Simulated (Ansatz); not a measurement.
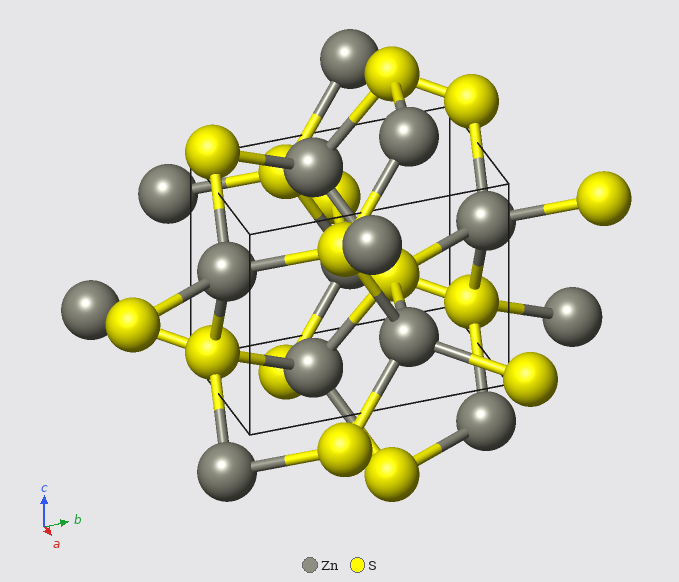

Shown here is a ball-and-stick view of the crystal, taken slightly off an axis. The conventional unit cell is drawn as a box. Neighbours across the faces are drawn wherever a bond reaches them.

ZnS, space group P3_221 (No. 154), a = 6.077 Å, b = 6.077 Å, c = 3.700 Å, α = 90.00°, β = 90.00°, γ = 120.00°. It goes back to a structure type filled with these elements by a generator (whether the compound takes this form wasn't checked). Earlier steps of the study may have refined or changed the cell and positions. It went into a calculation with Ansatz.

This one geometry was computed with Ansatz (DFT, plane waves, PAW) at four levels of theory: r2SCAN, HSE06, PBEsol and PBE.

**Which level gives the highest pressure at this volume, and what does that say about its equilibrium volume?**

Highest: PBE (0.0 GPa), which points to the largest equilibrium volume. Lowest, with the smallest volume: PBEsol (-3.6 GPa). Levels within 0.5 GPa of each other can't be told apart.

**How does the band gap change with the level of theory?**

PBEsol: a gap of 1.77 eV, indirect; PBE: a gap of 1.88 eV, indirect; r2SCAN: a gap of 2.46 eV, indirect; HSE06: a gap of 3.10 eV, direct.

**Collect the results in a table.**

| level | cutoff (eV) | k-mesh of the run's cell | gap (eV) | pressure (GPa) |
| --- | --- | --- | --- | --- |
| r2SCAN | 500 | 6×6×8 | 2.46 | -2.1 |
| HSE06 | 420 | 3×3×6 | 3.10 | -0.9 |
| PBEsol | 420 | 6×6×8 | 1.77 | -3.6 |
| PBE | 420 | 6×6×8 | 1.88 | 0.0 |

Gaps are taken on the k-mesh or band path of each run.
